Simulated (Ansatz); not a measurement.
```yaml
crystal:
  lattice:
    - [4.37464, 0.00000, 0.00000]
    - [-2.18732, 3.78855, 0.00000]
    - [0.00000, 0.00000, 2.56101]
  atoms:
    - { symbol: Ti, position: [0.00000, 0.00000, 0.00000] }
    - { symbol: Si, position: [0.33333, 0.66667, 0.50000] }
    - { symbol: Si, position: [0.66667, 0.33333, 0.50000] }
```

Space group P6/mmm; a generated structure, not necessarily the stable one; computed pressure about −7 GPa in this cell.

The calculation used Ansatz 0.2.0, Kohn-Sham DFT of a periodic cell, LDA, Ansatz PAW.

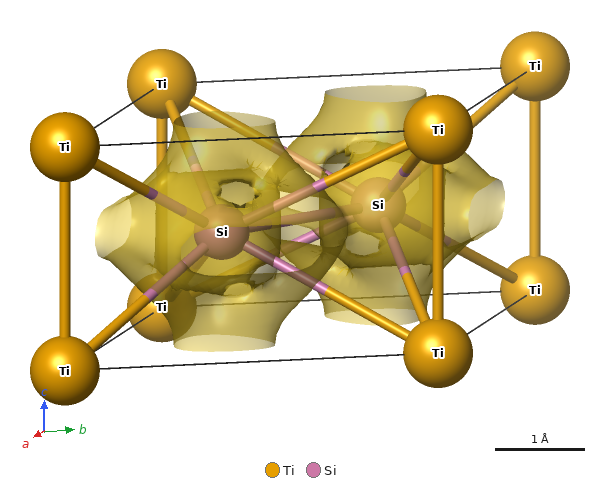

TiSi2. Isosurface of the electron localisation function at 0.6 (yellow), seen slightly off an axis. Core shells and regions of very low density are left out. Sticks mark near contacts.

In a PAW calculation such maps are meaningful between the atoms, not at the nuclei.

> What do the ELF domains correspond to?

The ELF exceeds this value in one network that runs through the whole crystal, counted in one cell of 3 atoms. Any copies at cell faces, edges or corners count once.

Values along the shortest contacts:
Si–Si (2.53 Å): the ELF peaks at about 0.70 between the atoms. Ti–Ti (2.56 Å): the ELF is about 0.30 at the midpoint: no shared electron pair shows on this line.
